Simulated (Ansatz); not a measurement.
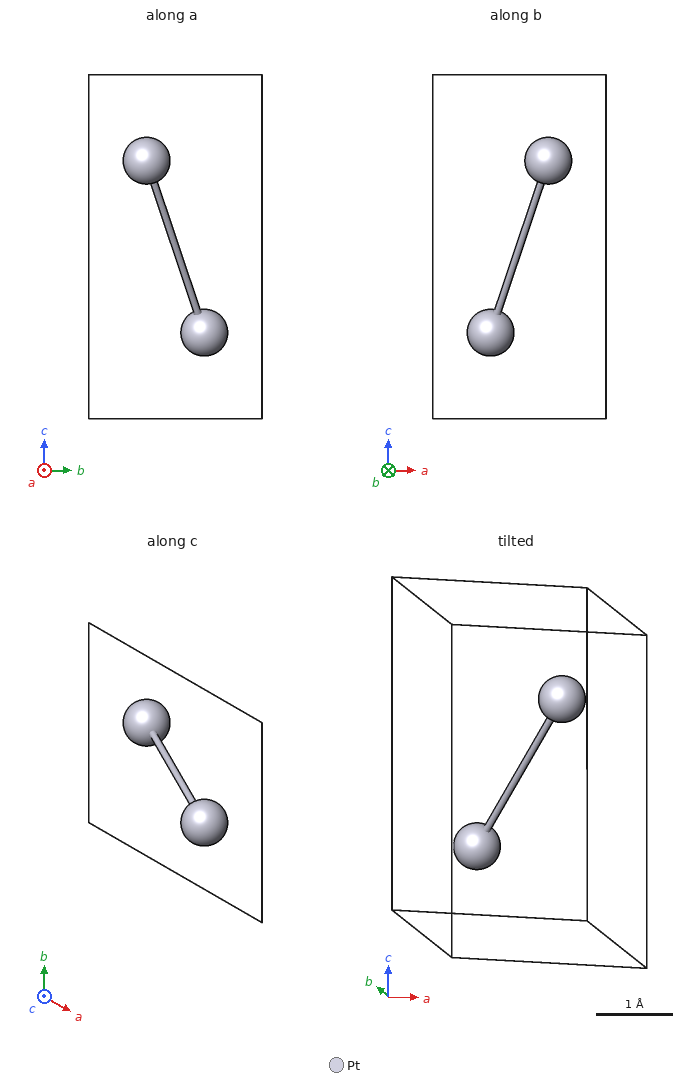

Crystal structure, ball-and-stick style, seen along the a axis, along the b axis, along the c axis and slightly off an axis. Lines trace the edges of the conventional unit cell.

Lattice parameters: a = 2.6618 Å, b = 2.6618 Å, c = 4.5795 Å, α = 90.000°, β = 90.000°, γ = 120.000°.

Question: Put the structure into a CIF with its space group and independent sites.

Answer:
```cif
data_structure
_symmetry_space_group_name_H-M 'P 63/m m c'
_symmetry_Int_Tables_number 194
_cell_length_a 2.6618
_cell_length_b 2.6618
_cell_length_c 4.5795
_cell_angle_alpha 90.000
_cell_angle_beta 90.000
_cell_angle_gamma 120.000
_cell_volume 28.10
loop_
_atom_site_label
_atom_site_type_symbol
_atom_site_symmetry_multiplicity
_atom_site_Wyckoff_symbol
_atom_site_fract_x
_atom_site_fract_y
_atom_site_fract_z
_atom_site_occupancy
Pt1 Pt 2 c 0.3333 0.6667 0.2500 1
```

The structure was taken from a structure type filled with this element by a generator (whether the element takes this form wasn't checked). Earlier steps of the study may have refined or changed the cell and positions. It was run through Ansatz as a DFT input.

At this level of theory the cell isn't at rest (compressed, at 42 GPa), so its distances can differ from those at equilibrium, the more so the softer the solid.
